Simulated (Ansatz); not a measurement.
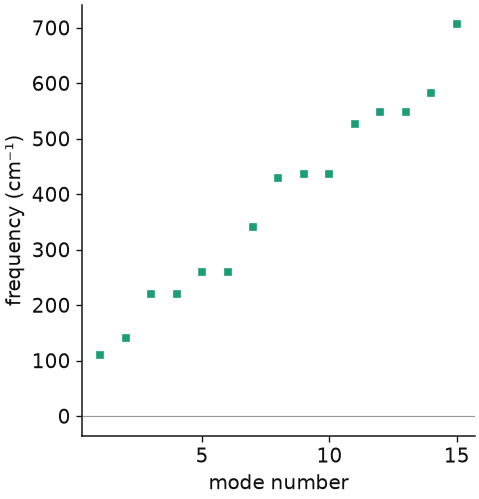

The picture above shows the zone-centre optical phonon frequencies (the three acoustic modes are left out) for SnO₂, space group P4_2/mnm (No. 136).

Starting cell:
```cif
data_structure
_symmetry_space_group_name_H-M 'P 1'
_symmetry_Int_Tables_number 1
_cell_length_a 4.8274
_cell_length_b 4.8274
_cell_length_c 3.2382
_cell_angle_alpha 90.000
_cell_angle_beta 90.000
_cell_angle_gamma 90.000
_cell_volume 75.46
loop_
_atom_site_label
_atom_site_type_symbol
_atom_site_fract_x
_atom_site_fract_y
_atom_site_fract_z
_atom_site_occupancy
Sn1 Sn 0.00000 0.00000 0.00000 1
Sn2 Sn 0.50000 0.50000 0.50000 1
O1 O 0.30657 0.30657 0.00000 1
O2 O 0.19343 0.80657 0.50000 1
O3 O 0.69343 0.69343 0.00000 1
O4 O 0.80657 0.19343 0.50000 1
```

Computed with Ansatz 0.2.0: harmonic phonon frequencies at the zone centre with atoms at rest in the given cell, without the long-range term of polar modes, the three translations left out, imaginary frequencies are negative; plane waves with PAW datasets, Γ-centred k mesh. Level: PBE, no spin polarisation.

wave cutoff 420 eV; k mesh 6×6×8; occupations fixed; pressure 0 GPa; phonon method linear response.

**Is the structure dynamically stable by these modes?**

No frequency is imaginary, so the structure is stable to these displacements (zone-boundary modes weren't tested here).

**What is the highest frequency?**

The highest mode lies at 706.1 cm⁻¹ (without the field of polar modes).

Keep in mind: a crossing between the sampled k points may be missed; field response not converged on the k mesh.

The computed values:

```csv
frequency (cm⁻¹)
110.1
141.0
219.9
219.9
260.3
260.3
340.4
429.6
437.1
437.1
526.2
547.7
547.7
583.3
706.1
```
